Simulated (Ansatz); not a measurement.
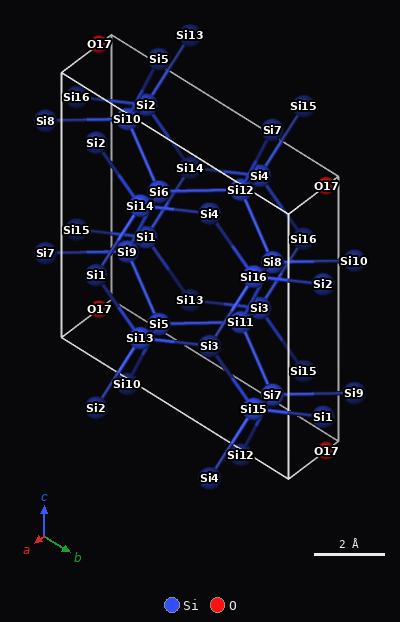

**Figure 1.** The input geometry (ball-and-stick view of the cell of the calculation, seen slightly off an axis; neighbours outside the cell are drawn fainter; atoms are numbered from 1 in the order of the input).

# Run report: Si16O, geometry relaxation (part 1 of 3)

The run: geometry relaxation of Si16O (defect cell, 17 atoms in the cell). Method and program: DFT, PBE, plane waves, PAW, no spin polarisation (Ansatz 0.2.0).

The structure derives from a Materials Project entry. Some settings of this run were made unusual or wrong on purpose. Figures and captions count atoms from 1; the log counts them from 0 in places.

The input
```yaml
crystal:
  lattice:
    - [0.0, 0.0, 6.3650227274]
    - [7.7025612697, 1.0e-10, 0.0]
    - [-3.8512806349, 6.6706137337, 0.0]
  atoms:
    - { symbol: Si, position: [0.0629309403, 0.1666666667, 0.3333333333] }
    - { symbol: Si, position: [0.0629309403, 0.1666666667, 0.8333333333] }
    - { symbol: Si, position: [0.0629309403, 0.6666666667, 0.3333333333] }
    - { symbol: Si, position: [0.0629309403, 0.6666666667, 0.8333333333] }
    - { symbol: Si, position: [0.5629309403, 0.3333333333, 0.1666666667] }
    - { symbol: Si, position: [0.5629309403, 0.3333333333, 0.6666666667] }
    - { symbol: Si, position: [0.5629309403, 0.8333333333, 0.1666666667] }
    - { symbol: Si, position: [0.5629309403, 0.8333333333, 0.6666666667] }
    - { symbol: Si, position: [0.4370690597, 0.1666666667, 0.3333333333] }
    - { symbol: Si, position: [0.4370690597, 0.1666666667, 0.8333333333] }
    - { symbol: Si, position: [0.4370690597, 0.6666666667, 0.3333333333] }
    - { symbol: Si, position: [0.4370690597, 0.6666666667, 0.8333333333] }
    - { symbol: Si, position: [0.9370690597, 0.3333333333, 0.1666666667] }
    - { symbol: Si, position: [0.9370690597, 0.3333333333, 0.6666666667] }
    - { symbol: Si, position: [0.9370690597, 0.8333333333, 0.1666666667] }
    - { symbol: Si, position: [0.9370690597, 0.8333333333, 0.6666666667] }
    - { symbol: O, position: [0.25, 0.0, 0.0] }
  host:
    lattice:
      - [3.8512806348, 0.0, 0.0]
      - [-1.9256403174, 3.3353068669, 0.0]
      - [0.0, 0.0, 6.3650227274]
    atoms:
      - { symbol: Si, position: [0.3333333333, 0.6666666667, 0.0629309403] }
      - { symbol: Si, position: [0.6666666667, 0.3333333333, 0.5629309403] }
      - { symbol: Si, position: [0.3333333333, 0.6666666667, 0.4370690597] }
      - { symbol: Si, position: [0.6666666667, 0.3333333333, 0.9370690597] }
basis:
  ecutwfc: 420
  xc_grid: 2
kpoints:
  mp_grid: { grid: [5, 4, 4], shift: [0.0, 0.0, 0.0] }
hamiltonian:
  xc: pbe
scf:
  occupations: { method: gaussian, width: 0.02 }
  mixing: { algorithm: anderson, beta: 0.005, ndim: 1 }
  max_iter: 80
output:
  forces: true
  eigenvalues: true
relax:
  adjacent_minimum: "off"
  f_tol: 0.025
  max_steps: 45
```

Run on 4 threads of Arm Neoverse V1, 24 GiB of memory available, shared host.

Launched with:
```bash
ansatz run input.yaml --threads 4 --pin off --max-ram 8192MiB --backend cpu --events-out ev --progress --plain --runs-dir out
```

Log
```
The last accepted step is kept in [file] (removed where the run ends without a failure and the disk answers)
Engine: ansatz 0.2.0, aarch64-unknown-linux-gnu
Pseudopotentials: kind: paw
Pseudopotential: Si, paw, valence charge 4, recommended cutoff 420 eV (normal), Si.paw.azcp
Pseudopotential: O, paw, valence charge 6, recommended cutoff 420 eV (normal), O.paw.azcp
Functional definition: PBE
  parameter kappa = 0.804
  parameter beta = 0.06672455060314922
  exchange = pbe_x(kappa = kappa, mu = beta*pi^2/3)
  correlation = pbe_c(beta = beta)
Crystal: 17 atoms, lattice volume = 327.040 Å³
Basis set: ecut = 420 eV, 6375 PW (Γ), exchange–correlation on 90×108×108 points (8 copies of the dense FFT grid, shifted against one another)
Bands: 52, of which v1, the nominal top of the filled ones, is band 35 counted from 1 (34 counted from 0)
Symmetry: 12 space group operations
Space group: P-6m2 (ITA 187), of the structure as read, at distance tolerance 6.9e-5 Å
k-points: 12 of 80 (time reversal used)
Non-local potential: Si, projectors of the file, l = 0: 2, l = 1: 2, l = 2: 2
Non-local potential: O, projectors of the file, l = 0: 2, l = 1: 2, l = 2: 1
PAW form: soft (Blöchl's): semilocal exchange-correlation on the pseudo side does not see the compensation charge
PAW one-centre angular grid: Si, 110 points (default); XC on 64 Gauss nodes
PAW one-centre angular grid: O, 110 points (default); XC on 64 Gauss nodes
Initial density: superposition of atomic densities (neutral atoms: chi_scale 0, normalization atom), corrected by the library's trained network
Initial wavefunctions: pseudopotential atomic-orbital guess
Functional: x = pbe(κ = 0.804, μ = 0.2195149727645171), c = pbe(β = 0.06672455060314922)
SCF iter   1: F=—  HF=-10736.444881 eV  |F-HF|=—  |Δ(HF+E_count)|=         —  Δρ=5.07e-3  dr2=9.54e-2  ethr=1.77e-3  ⟨swp⟩=6.4  Hψ=2889  notcnv=0  defer=34
preconditioner: auto → Kerker (q_TF=auto, 2.110 Å⁻¹)  [metal: Δε(μ)=0.019 eV  Ē_g=7.977 eV  σ=0.020 eV  W_gap=0.46  n_scr=46 (ndim 1)  ℏωp=17.2 eV  f_vac=0.000  D(μ)=14.85/eV (n_scr^D=136)]
SCF iter   2: F=—  HF=-10736.445826 eV  |F-HF|=—  |Δ(HF+E_count)|=   9.46e-4  Δρ=4.99e-3  dr2=9.22e-2  ethr=1.36e-4  ⟨swp⟩=1.2  Hψ=726  notcnv=0  defer=100
SCF iter   3: F=—  HF=-10736.445590 eV  |F-HF|=—  |Δ(HF+E_count)|=   2.36e-4  Δρ=4.93e-3  dr2=9.05e-2  ethr=1.32e-4  ⟨swp⟩=1.0  Hψ=503  notcnv=0  defer=101
SCF iter   4: F=—  HF=-10736.445312 eV  |F-HF|=—  |Δ(HF+E_count)|=   2.78e-4  Δρ=4.87e-3  dr2=8.82e-2  ethr=1.29e-4  ⟨swp⟩=1.0  Hψ=503  notcnv=0  defer=101
SCF iter   5: F=—  HF=-10736.445043 eV  |F-HF|=—  |Δ(HF+E_count)|=   2.69e-4  Δρ=4.80e-3  dr2=8.60e-2  ethr=1.26e-4  ⟨swp⟩=1.0  Hψ=503  notcnv=0  defer=102
SCF iter   6: F=—  HF=-10736.444777 eV  |F-HF|=—  |Δ(HF+E_count)|=   2.66e-4  Δρ=4.74e-3  dr2=8.38e-2  ethr=1.23e-4  ⟨swp⟩=1.0  Hψ=503  notcnv=0  defer=102
SCF iter   7: F=—  HF=-10736.444516 eV  |F-HF|=—  |Δ(HF+E_count)|=   2.62e-4  Δρ=4.68e-3  dr2=8.18e-2  ethr=1.20e-4  ⟨swp⟩=1.0  Hψ=503  notcnv=0  defer=103
SCF iter   8: F=—  HF=-10736.444264 eV  |F-HF|=—  |Δ(HF+E_count)|=   2.52e-4  Δρ=4.62e-3  dr2=7.98e-2  ethr=1.17e-4  ⟨swp⟩=1.0  Hψ=503  notcnv=0  defer=103
SCF iter   9: F=—  HF=-10736.444024 eV  |F-HF|=—  |Δ(HF+E_count)|=   2.40e-4  Δρ=4.56e-3  dr2=7.78e-2  ethr=1.14e-4  ⟨swp⟩=1.0  Hψ=503  notcnv=0  defer=103
SCF iter  10: F=—  HF=-10736.443797 eV  |F-HF|=—  |Δ(HF+E_count)|=   2.27e-4  Δρ=4.50e-3  dr2=7.60e-2  ethr=1.11e-4  ⟨swp⟩=1.0  Hψ=503  notcnv=0  defer=103
SCF iter  11: F=—  HF=-10736.443570 eV  |F-HF|=—  |Δ(HF+E_count)|=   2.27e-4  Δρ=4.45e-3  dr2=7.42e-2  ethr=1.09e-4  ⟨swp⟩=1.0  Hψ=503  notcnv=0  defer=103
SCF iter  12: F=—  HF=-10736.443357 eV  |F-HF|=—  |Δ(HF+E_count)|=   2.13e-4  Δρ=4.39e-3  dr2=7.25e-2  ethr=1.06e-4  ⟨swp⟩=1.0  Hψ=503  notcnv=0  defer=103
SCF iter  13: F=—  HF=-10736.443143 eV  |F-HF|=—  |Δ(HF+E_count)|=   2.14e-4  Δρ=4.34e-3  dr2=7.09e-2  ethr=1.04e-4  ⟨swp⟩=1.0  Hψ=503  notcnv=0  defer=103
SCF iter  14: F=—  HF=-10736.442934 eV  |F-HF|=—  |Δ(HF+E_count)|=   2.09e-4  Δρ=4.29e-3  dr2=6.93e-2  ethr=1.01e-4  ⟨swp⟩=1.0  Hψ=503  notcnv=0  defer=103
SCF iter  15: F=—  HF=-10736.442740 eV  |F-HF|=—  |Δ(HF+E_count)|=   1.95e-4  Δρ=4.24e-3  dr2=6.78e-2  ethr=9.90e-5  ⟨swp⟩=1.0  Hψ=503  notcnv=0  defer=103
SCF iter  16: F=—  HF=-10736.442547 eV  |F-HF|=—  |Δ(HF+E_count)|=   1.92e-4  Δρ=4.19e-3  dr2=6.63e-2  ethr=9.68e-5  ⟨swp⟩=1.0  Hψ=503  notcnv=0  defer=105
SCF iter  17: F=—  HF=-10736.442361 eV  |F-HF|=—  |Δ(HF+E_count)|=   1.87e-4  Δρ=4.14e-3  dr2=6.49e-2  ethr=9.47e-5  ⟨swp⟩=1.0  Hψ=503  notcnv=0  defer=105
SCF iter  18: F=—  HF=-10736.442175 eV  |F-HF|=—  |Δ(HF+E_count)|=   1.86e-4  Δρ=4.09e-3  dr2=6.35e-2  ethr=9.27e-5  ⟨swp⟩=1.0  Hψ=503  notcnv=0  defer=105
SCF iter  19: F=—  HF=-10736.442005 eV  |F-HF|=—  |Δ(HF+E_count)|=   1.70e-4  Δρ=4.04e-3  dr2=6.22e-2  ethr=9.07e-5  ⟨swp⟩=1.0  Hψ=503  notcnv=0  defer=105
SCF iter  20: F=—  HF=-10736.441836 eV  |F-HF|=—  |Δ(HF+E_count)|=   1.69e-4  Δρ=4.00e-3  dr2=6.09e-2  ethr=8.88e-5  ⟨swp⟩=1.0  Hψ=503  notcnv=0  defer=105
SCF iter  21: F=—  HF=-10736.441673 eV  |F-HF|=—  |Δ(HF+E_count)|=   1.62e-4  Δρ=3.95e-3  dr2=5.97e-2  ethr=8.70e-5  ⟨swp⟩=1.0  Hψ=503  notcnv=0  defer=105
SCF iter  22: F=—  HF=-10736.441514 eV  |F-HF|=—  |Δ(HF+E_count)|=   1.59e-4  Δρ=3.91e-3  dr2=5.85e-2  ethr=8.53e-5  ⟨swp⟩=1.0  Hψ=503  notcnv=0  defer=105
SCF iter  23: F=—  HF=-10736.441357 eV  |F-HF|=—  |Δ(HF+E_count)|=   1.57e-4  Δρ=3.87e-3  dr2=5.73e-2  ethr=8.36e-5  ⟨swp⟩=1.0  Hψ=503  notcnv=0  defer=107
SCF iter  24: F=—  HF=-10736.441212 eV  |F-HF|=—  |Δ(HF+E_count)|=   1.46e-4  Δρ=3.82e-3  dr2=5.62e-2  ethr=8.19e-5  ⟨swp⟩=1.0  Hψ=503  notcnv=0  defer=107
SCF iter  25: F=—  HF=-10736.441067 eV  |F-HF|=—  |Δ(HF+E_count)|=   1.44e-4  Δρ=3.78e-3  dr2=5.52e-2  ethr=8.03e-5  ⟨swp⟩=1.0  Hψ=503  notcnv=0  defer=107
SCF iter  26: F=—  HF=-10736.440922 eV  |F-HF|=—  |Δ(HF+E_count)|=   1.45e-4  Δρ=3.74e-3  dr2=5.41e-2  ethr=7.88e-5  ⟨swp⟩=1.0  Hψ=503  notcnv=0  defer=107
SCF iter  27: F=—  HF=-10736.440779 eV  |F-HF|=—  |Δ(HF+E_count)|=   1.43e-4  Δρ=3.70e-3  dr2=5.31e-2  ethr=7.73e-5  ⟨swp⟩=1.0  Hψ=503  notcnv=0  defer=107
SCF iter  28: F=—  HF=-10736.440645 eV  |F-HF|=—  |Δ(HF+E_count)|=   1.34e-4  Δρ=3.66e-3  dr2=5.21e-2  ethr=7.59e-5  ⟨swp⟩=1.0  Hψ=503  notcnv=0  defer=107
SCF iter  29: F=—  HF=-10736.440514 eV  |F-HF|=—  |Δ(HF+E_count)|=   1.31e-4  Δρ=3.63e-3  dr2=5.12e-2  ethr=7.45e-5  ⟨swp⟩=1.0  Hψ=503  notcnv=0  defer=107
SCF iter  30: F=—  HF=-10736.440384 eV  |F-HF|=—  |Δ(HF+E_count)|=   1.30e-4  Δρ=3.59e-3  dr2=5.03e-2  ethr=7.31e-5  ⟨swp⟩=1.0  Hψ=503  notcnv=0  defer=107
SCF iter  31: F=—  HF=-10736.440218 eV  |F-HF|=—  |Δ(HF+E_count)|=   1.66e-4  Δρ=3.55e-3  dr2=4.94e-2  ethr=1.43e-6  ⟨swp⟩=10.7  Hψ=2562  notcnv=0
Mixer restart at iter 31: flushing history
iteration 31: the SCF's residuals had fallen too slowly under its mixing. It goes on by minimising its free energy, and can end on another state than longer mixing would; under `scf.algorithm: density_mixing` no SCF does so, but by `scf.convergence.dm_fallback`
SCF iter  32: F=—  HF=-10736.433458 eV  |F-HF|=—  |Δ(HF+E_count)|=   6.76e-3  Δρ=7.84e-4  dr2=5.18e-3  ethr=1.43e-6  ⟨swp⟩=10.9  Hψ=5512  notcnv=0
SCF iter  33: F=—  HF=-10736.431975 eV  |F-HF|=—  |Δ(HF+E_count)|=   1.48e-3  Δρ=1.58e-4  dr2=2.01e-4  ethr=1.43e-6  ⟨swp⟩=7.5  Hψ=3638  notcnv=0
SCF iter  34: F=—  HF=-10736.431930 eV  |F-HF|=—  |Δ(HF+E_count)|=   4.56e-5  Δρ=4.03e-5  dr2=1.20e-5  ethr=2.23e-8  ⟨swp⟩=7.4  Hψ=3221  notcnv=0
SCF iter  35: F=-10736.431926 eV  HF=-10736.431927 eV  |F-HF|=9.17e-7  |Δ(HF+E_count)|=   2.67e-6  Δρ=8.83e-6  dr2=1.06e-6  ethr=1.71e-8  ⟨swp⟩=4.9  Hψ=2512  notcnv=0
SCF iter  36: F=-10736.431926 eV  HF=-10736.431927 eV  |F-HF|=9.20e-7  |Δ(HF+E_count)|=  1.36e-10  Δρ=8.85e-6  dr2=1.06e-6  ethr=1.51e-9  ⟨swp⟩=2.2  Hψ=2172  notcnv=0
SCF 1 converged in 36 iterations: F = -10736.431926 eV  dr2 = 1.06e-6
  greatest PAW one-centre occupation: 0.880 electrons in one spin orbital (limit 2), on the O atom at site 16 (counted from 0), in its partial waves of l = 0
relax step   1: F+E_penalty+E_count = -10736.43192605 eV  Δ(F+E_penalty+E_count) = +0.000e0 eV  max|allowed force component| = 7.256e-1 eV/Å  Δτ_max = 0.0000 Å  (36 SCF iters, dr2 threshold 1.56e-5 eV, accepted)
Initial density: handed on by an earlier stage of this run
Initial wavefunctions: those handed on with the density
iter 1 solved again at ethr=6.87e-5 eV; its pass at ethr=3.10e-3 eV (dr2=4.81e-2 eV) is discarded
```
